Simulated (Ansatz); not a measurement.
PtS2

Input file:

```
crystal:
  lattice:
    - [-2.3468323584, 2.3468323584, 5.8339769241]
    - [2.3468323584, -2.3468323584, 5.8339769241]
    - [2.3468323584, 2.3468323584, -5.8339769241]
  atoms:
    - { symbol: Pt, position: [0.75, 0.25, 0.5] }
    - { symbol: Pt, position: [0.0, 0.0, 0.0] }
    - { symbol: S, position: [0.5499624776, 0.0499624776, 0.5] }
    - { symbol: S, position: [0.7999624776, 0.7999624776, 0.0] }
    - { symbol: S, position: [0.2000375224, 0.2000375224, 0.0] }
    - { symbol: S, position: [0.9500375224, 0.4500375224, 0.5] }
kpoints:
  mp_grid: { grid: [8, 8, 8] }
  band_path:
    path:
      - [[0.0, 0.0, 0.0], [-1.213060202118e-17, 1.213060202118e-17, 0.5], [0.25, 0.25, 0.25], [4.980447021815e-17, 0.5, -4.980447021815e-17], [0.0, 0.0, 0.0], [0.5, 0.5, -0.5], [0.2904552351716, 0.7095447648284, -0.2904552351716]]
      - [[-0.2904552351716, 0.2904552351716, 0.2904552351716], [0.0, 0.0, 0.0]]
      - [[-1.213060202118e-17, 1.213060202118e-17, 0.5], [-0.08091047034325, 0.08091047034325, 0.5]]
      - [[0.5, 0.5, -0.08091047034325], [0.5, 0.5, -0.5]]
    npoints: 10
hamiltonian:
  xc: pbe
scf:
  occupations: { method: fermi_dirac, width: 0.02 }
  n_extra_bands: 5
output:
  forces: true
  stress: true
  eigenvalues: true
  write_density: true
  write_potential: true
  elf: true
  volumetric_format: npy
```

Run with:

```sh
ansatz run input.yaml --threads 2 --pin off --max-ram 20275MiB --backend cpu --events-out ev --progress --plain --runs-dir out
```

Below, planes, directions and counts refer to the conventional cell (a = 4.69 Å, b = 4.69 Å, c = 11.67 Å, α = 90.00°, β = 90.00°, γ = 90.00°).

Space group I4₁/amd; started from the anatase prototype, which need not be the ambient phase; computed pressure about 2 GPa in this cell.

Computed with Ansatz, DFT, PBE, plane waves, PAW.

Core electrons are frozen (PAW), and the valence fields are smoothed inside the atomic spheres.

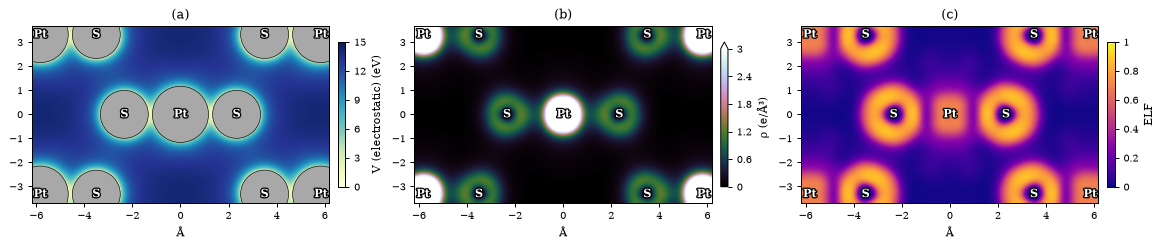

Figure 1. (a) electrostatic potential (local pseudopotential plus Hartree) felt by an electron; (b) valence electron density; (c) electron localisation function on the (110) plane of the conventional cell. Grey discs cover the atomic cores in the potential map.

**What does the map show?**

- Atoms in the plane: Pt and S.
- Pt–S (2.33 Å): ρ is about 0.73 e/Å³ halfway; the ELF peaks at about 0.85 in the valence shell of S, 0.8 Å from its nucleus, and is about 0.45 at the midpoint.
- Between the atoms the lowest density in this plane is 0.01 e/Å³.
- The features right at Pt lie inside the PAW spheres, where the map follows smoothed inner orbitals and isn't to be read closely.
- Outside the cores the potential energy rises away from the atoms and is highest about 2.4 Å from the nearest atoms; its zero is arbitrary.

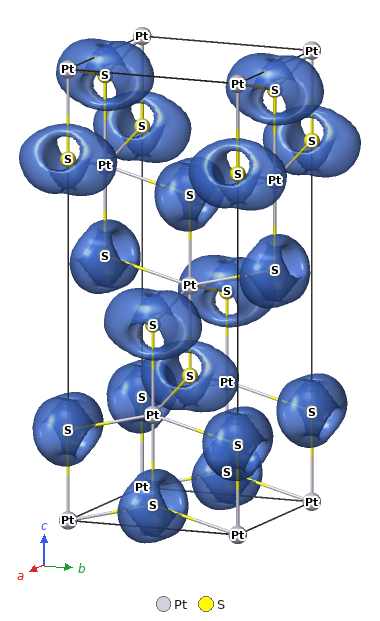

Figure 2. Isosurface of the electron localisation function at 0.8 (blue), seen slightly off an axis. Core shells and regions of very low density are left out. Sticks mark near contacts.

**What do the ELF domains correspond to?**

The ELF exceeds this value in eight regions wrapped around S (the valence shell of each), counted in one cell of 12 atoms. Any copies at cell faces, edges or corners count once.


 Pt–S (2.42 Å): the ELF peaks at about 0.80 in the valence shell of S, 0.8 Å from its nucleus, and is about 0.40 at the midpoint.
